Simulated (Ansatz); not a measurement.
## Electronic structure of SnO2 in real space

Input file:

```
crystal:
  lattice:
    - [4.8275742947, 0.0, 0.0]
    - [0.0, 4.8275742947, 0.0]
    - [0.0, 0.0, 3.2381011166]
  atoms:
    - { symbol: Sn, position: [0.0, 0.0, 0.0] }
    - { symbol: Sn, position: [0.5, 0.5, 0.5] }
    - { symbol: O, position: [0.3065775573, 0.3065775573, 0.0] }
    - { symbol: O, position: [0.8065775573, 0.1934224427, 0.5] }
    - { symbol: O, position: [0.1934224427, 0.8107204247, 0.5] }
    - { symbol: O, position: [0.6934224427, 0.6934224427, 0.0] }
basis:
  ecutwfc: 420
  ecutrho_ratio: 4
kpoints:
  mp_grid: { grid: [6, 6, 10] }
hamiltonian:
  xc: pbe
scf:
  occupations: { method: gaussian, width: 0.05 }
output:
  forces: true
  stress: true
  eigenvalues: true
  write_density: true
  write_potential: true
  elf: true
  volumetric_format: npy
```

Command:

```sh
ansatz run input.yaml --threads 4 --pin off --max-ram 7168MiB --backend cpu --events-out ev --progress --plain --runs-dir out
```

Below, planes, directions and counts refer to the conventional cell (a = 4.83 Å, b = 3.24 Å, c = 4.83 Å, α = 90.00°, β = 90.00°, γ = 90.00°).

Space group Pm; started from the rutile prototype; changed on purpose from its base cell (atom 5 (O) moved 0.02 A along y).

Method: DFT PBE, scalar-relativistic, plane waves, PAW (Ansatz).

Core electrons are frozen (PAW), and the valence fields are smoothed inside the atomic spheres.

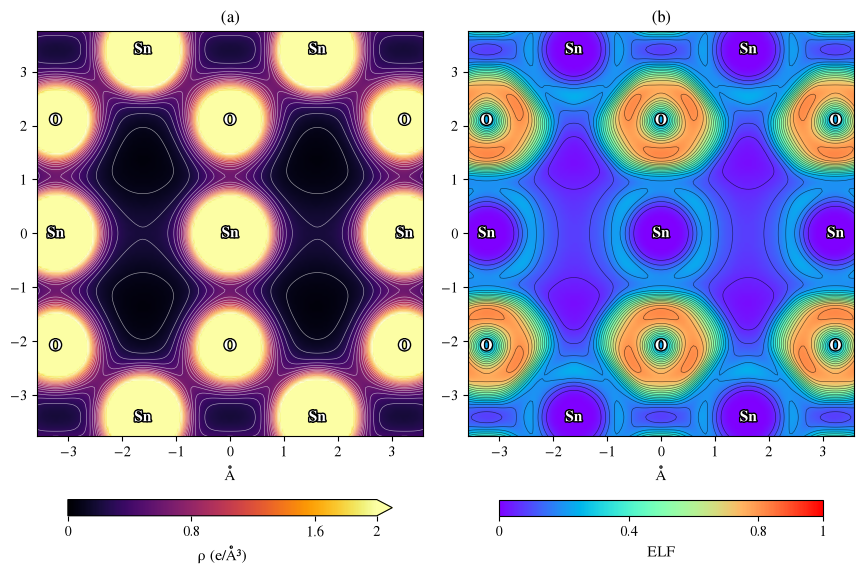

Figure 1. (a) valence pseudo-density; (b) electron localisation function on the (101̄) plane of the conventional cell.

### Read the bonding off the picture.

The section cuts through Sn and O sites.
Sn–O (2.09 Å): ρ at the midpoint is about 0.61 e/Å³; the ELF peaks at about 0.80 in the valence shell of O, 0.6 Å from its nucleus, and is about 0.25 at the midpoint (no shared electron pair shows on this line).
Between the atoms the lowest density in this plane is 0.04 e/Å³.

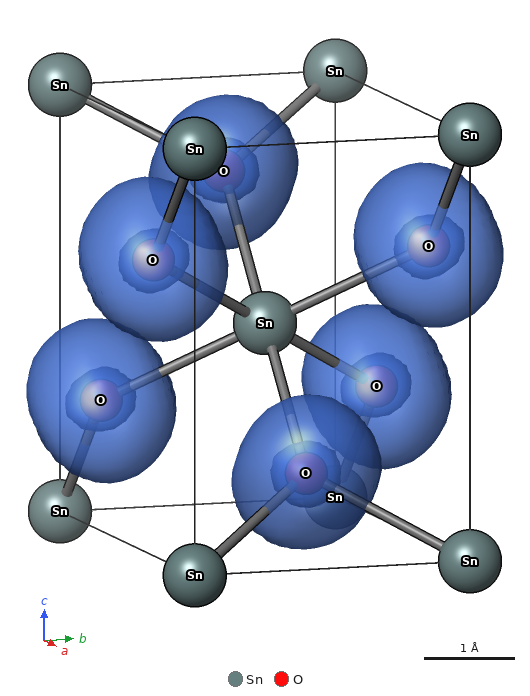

Figure 2. Isosurface of the electron localisation function at 0.7 (blue), seen slightly off an axis. Only the valence region is drawn (cores and ρ < 0.01 e/Å³ removed). Sticks mark near contacts.

### What do the ELF domains correspond to?

The surface consists of four regions wrapped around O (the valence shell of each), counted in one cell of 6 atoms. Regions shared between cells count once.


Sn–O (2.08 Å): the ELF peaks at about 0.80 in the valence shell of O, 0.6 Å from its nucleus, and is about 0.25 at the midpoint (no localised pair shows between them).

### Does the calculation give a band gap?

It is gapped, with a Kohn–Sham gap of 0.69 eV on the k-point mesh, an upper bound to the gap of this method.
